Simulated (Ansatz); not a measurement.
## Electronic structure of HfSi$_{3}$O$_{8}$ in real space

```
CELL_PARAMETERS angstrom
3.44436 0.00000 0.00000
0.00000 5.81490 0.00000
0.00000 0.00000 5.82182
ATOMIC_POSITIONS crystal
Si 0.50000 0.25220 0.55689
Hf 0.00000 0.00000 0.96959
O 0.50000 0.00000 0.39591
O 0.00000 0.29092 0.11387
O 0.00000 0.26266 0.65587
O 0.50000 0.00000 0.79909
Si 0.50000 0.74780 0.55689
Si 0.00000 0.50000 0.92735
O 0.50000 0.50000 0.41661
O 0.00000 0.70908 0.11387
O 0.00000 0.73734 0.65587
O 0.50000 0.50000 0.83819
```

Space group Pmm2; a structure from a database of computed crystals, not necessarily the ambient phase; started from the tetragonal host prototype, which need not be the ambient phase.

The calculation used DFT, HSE06, plane waves, PAW in Ansatz 0.2.0.

In a PAW calculation such maps are meaningful between the atoms, not at the nuclei.

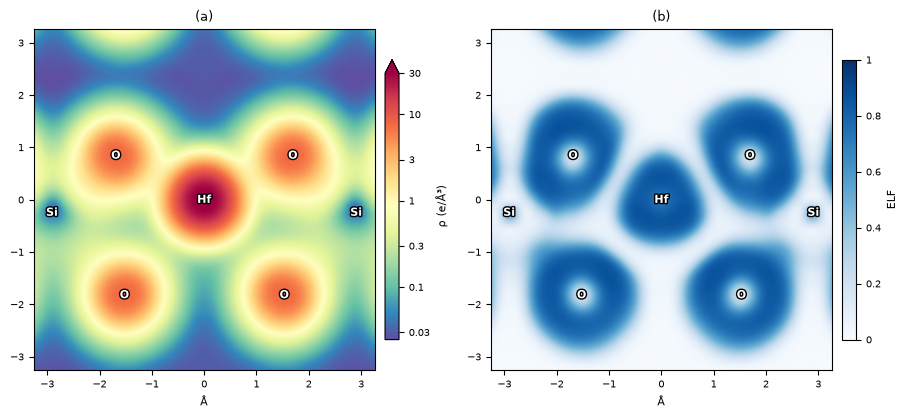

Figure 1. (a) valence pseudo-density; (b) ELF on the (100) plane of the conventional cell.

### What do the fields say about this system?

- Atoms in the plane: Hf, O and Si.
- Si–O (1.63 Å): ρ at the midpoint is about 1.3 e/Å³; the ELF peaks at about 0.85 between the atoms.
- Hf–O (1.89 Å): ρ at the midpoint is about 1.3 e/Å³; the ELF peaks at about 0.80 in the valence shell of O, 0.5 Å from its nucleus, and drops to about 0.25 between the two atoms: no shared electron pair shows on this line.
- Between the atoms the lowest density in this plane is 0.02 e/Å³.
- The features right at Hf lie inside the PAW spheres, where the map follows smoothed inner orbitals and isn't to be read closely.

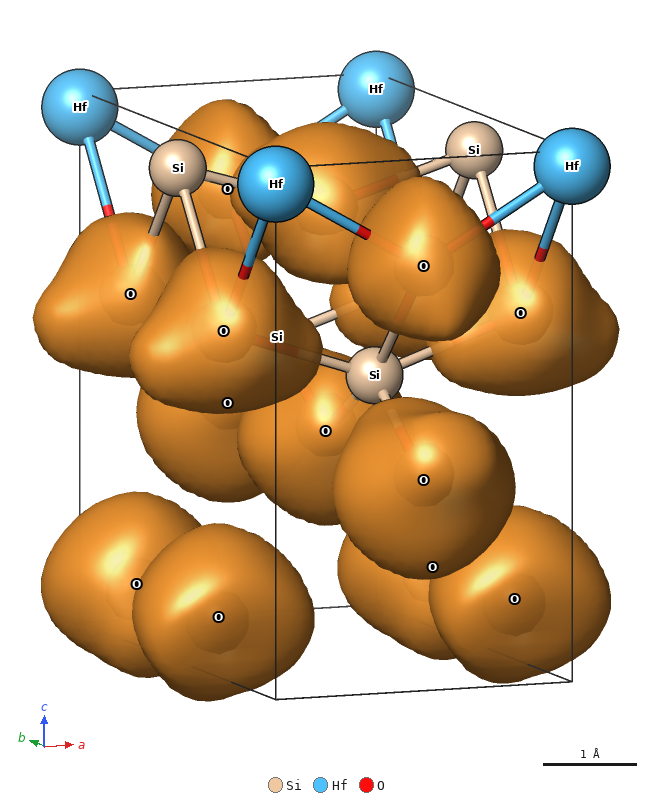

Figure 2. Isosurface of the electron localisation function at 0.65 (orange), seen slightly off an axis. Core shells and regions of very low density are left out. Sticks mark near contacts.

### Describe the localisation domains.

The surface consists of seven regions on O in which the atom's valence shell and bonds are merged and one region wrapped around O (its valence shell), counted in one cell of 12 atoms. Regions shared between cells count once.

### Metal or insulator at this level of theory?

It is gapped, with a Kohn–Sham gap of 5.7 eV on the k-point mesh (the band edges may lie off the mesh, which would make the gap smaller).
